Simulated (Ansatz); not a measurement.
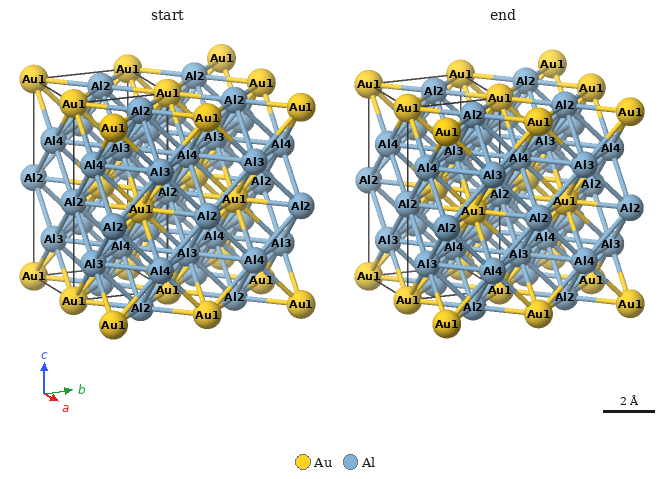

The structure of a crystal of Al3Au (set up in I4/mmm) before (left) and after (right) a relaxation, at one scale.

A ball-and-stick model of the conventional cell (2 times the calculation's cell), repeated 2 × 2 × 1 with one cell outlined, seen slightly off an axis. Lengths and directions refer to the drawn axes.

The run lets cell and atoms move.

The calculation used Kohn-Sham DFT of a periodic cell, PBEsol, Ansatz PAW (Ansatz 0.2.0).

Input file:
```yaml
crystal:
  lattice:
    - [-2.025333, 2.025333, 4.0566]
    - [2.025333, -2.025333, 4.0566]
    - [2.025333, 2.025333, -4.0566]
  atoms:
    - { symbol: Au, position: [0.0, 0.0, 0.0] }
    - { symbol: Al, position: [0.5, 0.5, 0.0] }
    - { symbol: Al, position: [0.25, 0.75, 0.5] }
    - { symbol: Al, position: [0.75, 0.25, 0.5] }
hamiltonian:
  xc: pbesol
  pseudopotentials: { kind: paw }
kpoints:
  mp_grid: { grid: [9, 9, 9] }
scf:
  occupations: { method: fermi_dirac, width: 0.05 }
output:
  forces: true
  stress: true
  eigenvalues: true
relax:
  f_tol: 0.01
  max_steps: 40
  cell: { stress_tol: 0.05, p_target: 5.0 }
```

Launched with:
```bash
ansatz run input.yaml --threads 2 --pin off --max-ram 5632MiB --backend cpu --events-out ev --progress --plain --runs-dir out
```

**Summarise the run.**

The atoms keep their places relative to the cell (all moves are under 0.005 Å). The volume changes by −6.8 %, with a = b 4.051 → 3.962 Å (−2.2 %), c 8.113 → 7.904 Å (−2.6 %). Some distances before and after: Au1–Al3 2.866 → 2.798 Å, Al2–Al3 2.866 → 2.798 Å, Al3–Al4 2.864 → 2.801 Å, Au1–Al2 2.864 → 2.801 Å. The space group stays I4/mmm (No. 139). The energy rises by 6.5 meV per atom in 4 accepted moves (6 points after the start). With the target pressure of 5 GPa, the enthalpy E + pV changes by −28.9 meV per atom. All forces vanish by symmetry, so only the cell relaxes. The pressure goes from −2.62 to 5.00 GPa. The SCF was repeated twice at an unchanged geometry on a basis and grid sized afresh for the cell, which shifted the energy by 0.3 meV per atom at most.
